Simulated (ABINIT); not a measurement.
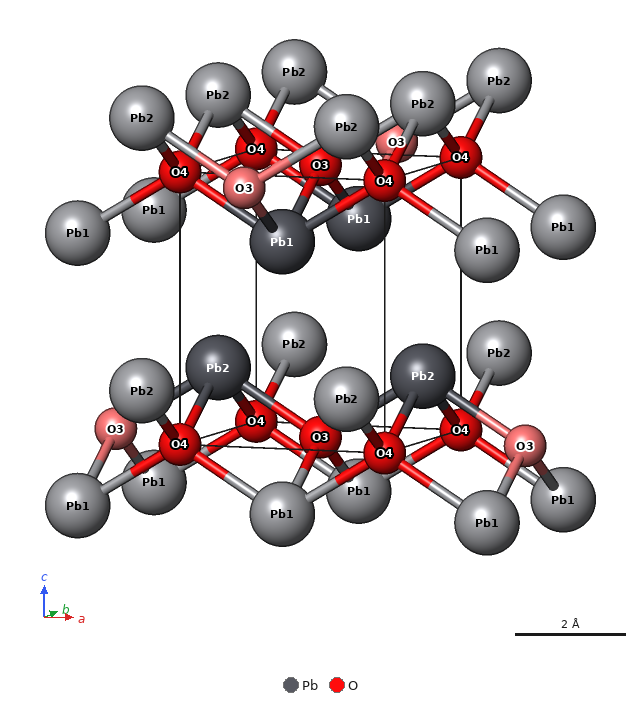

Figure 1. The structure as given in the input (ball-and-stick view of the cell of the calculation, seen slightly off an axis; neighbours outside the cell are drawn fainter; atoms are numbered from 1 in the order of the input). An atom can appear more than once, as a periodic image. Near neighbours in the periodic cell (some may lie outside the picture): Pb has 4 O at 2.33 Å; O has 4 Pb at 2.33 Å.

## Optical-spectrum calculation, with input and output: PbO (part 1 of 2)

The run: optical-spectrum calculation of PbO (P4/nmm, 4 atoms in the cell). Method and program: Kohn-Sham DFT of a periodic cell, LDA, PseudoDojo NC SR LDA v0.4.1 standard, no spin polarisation (ABINIT 10.8.3).

The structure derives from an entry of the Crystallography Open Database.

Log:
```
.Version 10.8.3 of ABINIT
 DATASET    1 : space group P4/n m m (#129); Bravais tP (primitive tetrag.)
================================================================================
 Values of the parameters that define the memory need for DATASET  1.
     intxc =       0    ionmov =       0      iscf =       7    lmnmax =       6
     lnmax =       6     mgfft =      54  mpssoang =       3    mqgrid =    3001
     natom =       4  nloc_mem =       1    nspden =       1   nspinor =       1
    nsppol =       1      nsym =      16    n1xccc =    2501    ntypat =       2
    occopt =       1   xclevel =       1
       mpw =        5343          nfft =      109350          nkpt =          40
================================================================================
================================================================================

 DATASET    2 : space group P4/n m m (#129); Bravais tP (primitive tetrag.)
================================================================================
 Values of the parameters that define the memory need for DATASET  2.
     intxc =       0    ionmov =       0      iscf =      -2    lmnmax =       6
     lnmax =       6     mgfft =      54  mpssoang =       3    mqgrid =    3001
     natom =       4  nloc_mem =       1    nspden =       1   nspinor =       1
    nsppol =       1      nsym =      16    n1xccc =    2501    ntypat =       2
    occopt =       1   xclevel =       1
       mpw =        5343          nfft =      109350          nkpt =          40
================================================================================
================================================================================

 DATASET    3 : space group P4/n m m (#129); Bravais tP (primitive tetrag.)
================================================================================
 Values of the parameters that define the memory need for DATASET  3.
     intxc =       0    ionmov =       0      iscf =       7    lmnmax =       6
     lnmax =       6     mgfft =      54  mpssoang =       3    mqgrid =    3001
     natom =       4  nloc_mem =       1    nspden =       1   nspinor =       1
    nsppol =       1      nsym =      16    n1xccc =    2501    ntypat =       2
    occopt =       1   xclevel =       1
       mpw =        5343          nfft =      109350          nkpt =          40
================================================================================
================================================================================

--------------------------------------------------------------------------------
------------- Echo of variables that govern the present computation ------------
--------------------------------------------------------------------------------
 -outvars: echo values of preprocessed input variables --------
            acell      7.5400072373E+00  7.5400072373E+00  9.4675278844E+00 Bohr
              amu      2.07200000E+02  1.59994000E+01
           diemac      6.00000000E+00
             ecut      3.50000000E+01 Hartree
           getden1          0
           getden2          1
           getden3          0
           getwfk1          0
           getwfk2          0
           getwfk3          2
             iscf1          7
             iscf2         -2
             iscf3          7
              ixc           7
           jdtset        1    2    3
         kptrlatt        8    0    0      0    8    0      0    0    8
          kptrlen      6.03200579E+01
            natom           4
            nband1         20
            nband2         30
            nband3         26
           nbdbuf1          0
           nbdbuf2          4
           nbdbuf3          0
           ndtset           3
            ngfft          45      45      54
             nkpt          40
            nstep1         80
            nstep2        120
            nstep3         80
             nsym          16
           ntypat           2
        optdriver1          0
        optdriver2          0
        optdriver3          8
           prtden1          1
           prtden2          0
           prtden3          1
        prtebands           0
           prteig           0
           prtevk1          0
           prtevk2          0
           prtevk3          1
            prtwf1          0
            prtwf2          1
            prtwf3          1
           shiftk      5.00000000E-01  5.00000000E-01  5.00000000E-01
          spgroup         129
           tolvrs1     1.00000000E-12
           tolvrs2     0.00000000E+00
           tolvrs3     0.00000000E+00
           tolwfr1     0.00000000E+00
           tolwfr2     1.00000000E-12
           tolwfr3     0.00000000E+00
            typat      1  1  2  2
         wfk_task1          0
         wfk_task2          0
         wfk_task3          7
           xangst      1.9949999987E+00  0.0000000000E+00  3.8075999974E+00
                       0.0000000000E+00  1.9949999987E+00  1.2023999992E+00
                       1.9949999987E+00  1.9949999987E+00  0.0000000000E+00
                       0.0000000000E+00  0.0000000000E+00  0.0000000000E+00
            xcart      3.7700036187E+00  0.0000000000E+00  7.1953211921E+00
                       0.0000000000E+00  3.7700036187E+00  2.2722066923E+00
                       3.7700036187E+00  3.7700036187E+00  0.0000000000E+00
                       0.0000000000E+00  0.0000000000E+00  0.0000000000E+00
             xred      5.0000000000E-01  0.0000000000E+00  7.6000000000E-01
                       0.0000000000E+00  5.0000000000E-01  2.4000000000E-01
                       5.0000000000E-01  5.0000000000E-01  0.0000000000E+00
                       0.0000000000E+00  0.0000000000E+00  0.0000000000E+00
            znucl       82.00000    8.00000

================================================================================

 chkinp: Checking input parameters for consistency, jdtset=   1.

 chkinp: Checking input parameters for consistency, jdtset=   2.

 chkinp: Checking input parameters for consistency, jdtset=   3.

================================================================================
== DATASET  1 ==================================================================

--- !DatasetInfo
iteration_state: {dtset: 1, }
dimensions: {natom: 4, nkpt: 40, mband: 20, nsppol: 1, nspinor: 1, nspden: 1, mpw: 5343, }
cutoff_energies: {ecut:  35.0, pawecutdg:  -1.0, }
electrons: {nelect:   4.00000000E+01, charge:   0.00000000E+00, occopt:   1.00000000E+00, tsmear:   1.00000000E-02, }
meta: {optdriver: 0, ionmov: 0, optcell: 0, iscf: 7, paral_kgb: 0, }
...

 Exchange-correlation functional for the present dataset will be:
  LDA: Perdew-Wang 92 LSD fit to Ceperley-Alder data - ixc=7
  J.P.Perdew and Y.Wang, PRB 45, 13244 (1992)

 Real(R)+Recip(G) space primitive vectors, cartesian coordinates (Bohr,Bohr^-1):
 R(1)=  7.5400072  0.0000000  0.0000000  G(1)=  0.1326259  0.0000000  0.0000000
 R(2)=  0.0000000  7.5400072  0.0000000  G(2)=  0.0000000  0.1326259  0.0000000
 R(3)=  0.0000000  0.0000000  9.4675279  G(3)=  0.0000000  0.0000000  0.1056242
 Unit cell volume ucvol=  5.3824514E+02 bohr^3
 Angles (23,13,12)=  9.00000000E+01  9.00000000E+01  9.00000000E+01 degrees

 getcut: wavevector=  0.0000  0.0000  0.0000  ngfft=  45  45  54
         ecut(hartree)=     35.000   => boxcut(ratio)=   2.14170

--- Pseudopotential description ------------------------------------------------
- pspini: atom type   1  psp file is ./Pb.upf
  82.00000  14.00000  180309                  znucl, zion, pspdat
12 -1012 2 -1 1638                            pspcod,pspxc,lmax,lloc,mmax
     nproj     2     2     2

- pspini: atom type   2  psp file is ./O.upf
   8.00000   6.00000  201201                  znucl, zion, pspdat
12 -1012 2 -1 926                             pspcod,pspxc,lmax,lloc,mmax
     nproj     2     2     1

   4.03335606E+03                                ecore*ucvol(ha*bohr**3)
--------------------------------------------------------------------------------

================================================================================

--- !BeginCycle
iteration_state: {dtset: 1, }
solver: {iscf: 7, nstep: 80, nline: 4, wfoptalg: 0, }
tolerances: {tolvrs: 1.00E-12, }
...

     iter   Etot(hartree)      deltaE(h)  residm     vres2
 ETOT  1  -172.20611139785    -1.722E+02 2.743E-01 2.090E+02
 ETOT  2  -173.48682854341    -1.281E+00 7.779E-02 4.501E+02
 ETOT  3  -173.52950352598    -4.267E-02 2.083E-02 4.175E+01
 ETOT  4  -173.51231871434     1.718E-02 1.601E-03 1.704E+02
 ETOT  5  -173.52573426942    -1.342E-02 4.976E-04 5.562E+01
 ETOT  6  -173.53363766252    -7.903E-03 1.397E-04 4.106E+00
 ETOT  7  -173.53421898369    -5.813E-04 5.999E-06 3.463E-01
 ETOT  8  -173.53425843507    -3.945E-05 2.518E-06 2.514E-02
 ETOT  9  -173.53426226708    -3.832E-06 2.608E-07 7.380E-04
 ETOT 10  -173.53426238613    -1.191E-07 4.863E-08 1.307E-05
 ETOT 11  -173.53426239306    -6.931E-09 4.441E-09 7.582E-08
 ETOT 12  -173.53426239364    -5.727E-10 2.441E-09 4.403E-07
 ETOT 13  -173.53426239379    -1.542E-10 2.213E-10 1.243E-08
 ETOT 14  -173.53426239381    -2.194E-11 1.217E-10 2.302E-10
 ETOT 15  -173.53426239382    -8.498E-12 1.161E-11 1.744E-11
 ETOT 16  -173.53426239382     8.527E-14 6.491E-12 1.742E-11
 ETOT 17  -173.53426239382     3.723E-12 6.119E-13 1.023E-12
 ETOT 18  -173.53426239382    -2.927E-12 3.434E-13 5.801E-13

 At SCF step   18       vres2   =  5.80E-13 < tolvrs=  1.00E-12 =>converged.

 Cartesian components of stress tensor (hartree/bohr^3)
  sigma(1 1)=  1.33561924E-04  sigma(3 2)=  0.00000000E+00
  sigma(2 2)=  1.33561924E-04  sigma(3 1)=  0.00000000E+00
  sigma(3 3)=  1.35380786E-04  sigma(2 1)=  0.00000000E+00

--- !ResultsGS
iteration_state: {dtset: 1, }
comment   : Summary of ground state results
lattice_vectors:
- [  7.5400072,   0.0000000,   0.0000000, ]
- [  0.0000000,   7.5400072,   0.0000000, ]
- [  0.0000000,   0.0000000,   9.4675279, ]
lattice_lengths: [   7.54001,    7.54001,    9.46753, ]
lattice_angles: [ 90.000,  90.000,  90.000, ] # degrees, (23, 13, 12)
lattice_volume:   5.3824514E+02
convergence: {deltae: -2.927E-12, res2:  5.801E-13, residm:  3.434E-13, diffor: null, }
etotal    :  -1.73534262E+02
entropy   :   0.00000000E+00
fermie    :   1.19842093E-01
cartesian_stress_tensor: # hartree/bohr^3
- [  1.33561924E-04,   0.00000000E+00,   0.00000000E+00, ]
- [  0.00000000E+00,   1.33561924E-04,   0.00000000E+00, ]
- [  0.00000000E+00,   0.00000000E+00,   1.35380786E-04, ]
pressure_GPa:  -3.9474E+00
xred      :
- [  5.0000E-01,   0.0000E+00,   7.6000E-01, Pb]
- [  0.0000E+00,   5.0000E-01,   2.4000E-01, Pb]
- [  5.0000E-01,   5.0000E-01,   0.0000E+00,  O]
- [  0.0000E+00,   0.0000E+00,   0.0000E+00,  O]
cartesian_forces: # hartree/bohr
- [  1.17701282E-31,  -0.00000000E+00,   1.07209429E-02, ]
- [ -3.92337607E-32,  -0.00000000E+00,  -1.07209429E-02, ]
- [ -3.92337607E-32,  -0.00000000E+00,  -0.00000000E+00, ]
- [ -3.92337607E-32,  -0.00000000E+00,  -0.00000000E+00, ]
force_length_stats: {min:   3.92337607E-32, max:   1.07209429E-02, mean:   5.36047143E-03, }
...

 Integrated electronic density in atomic spheres:
 ------------------------------------------------
 Atom  Sphere_radius  Integrated_density
    1        2.00000         10.04083683
    2        2.00000         10.04083683
    3        2.00000          6.08926761
    4        2.00000          6.07705432
================================================================================

 ----iterations are completed or convergence reached----
```
